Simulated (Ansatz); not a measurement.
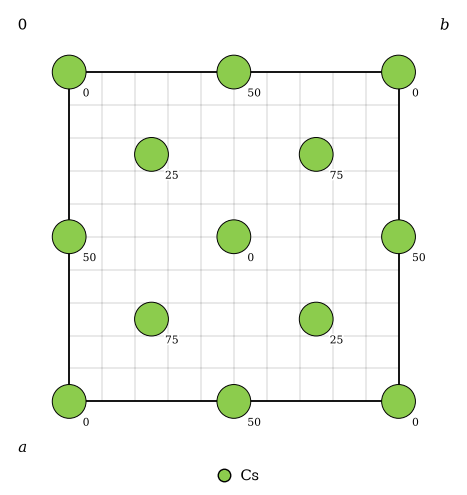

Plan of a unit cell projected along c (a down the page, b across); the numbers are heights in hundredths of c, and atoms on the cell's edges are repeated. The grid marks tenths of a and b. Source: the geometry relaxed with Ansatz 0.2.0, DFT PBEsol, scalar-relativistic, plane waves, PAW; the starting structure was generated, so it need not be a known form of this composition. Geometry calculated from the standardised cell; symmetry tolerance 0.002 Å.

a = 11.102 Å, b = 11.102 Å, c = 11.102 Å, α = 90.00°, β = 90.00°, γ = 90.00°.

**What does the cell contain?**

8 Cs: Cs, Z = 8.

**Which space group?**

Fd-3m (No. 227, origin choice 1), face-centred cubic.

**Give the independent sites, coordinates to two places.**

```tsv
atom	site	symmetry	x	y	z
Cs	8a	-43m	0.50	0.00	0.50
```
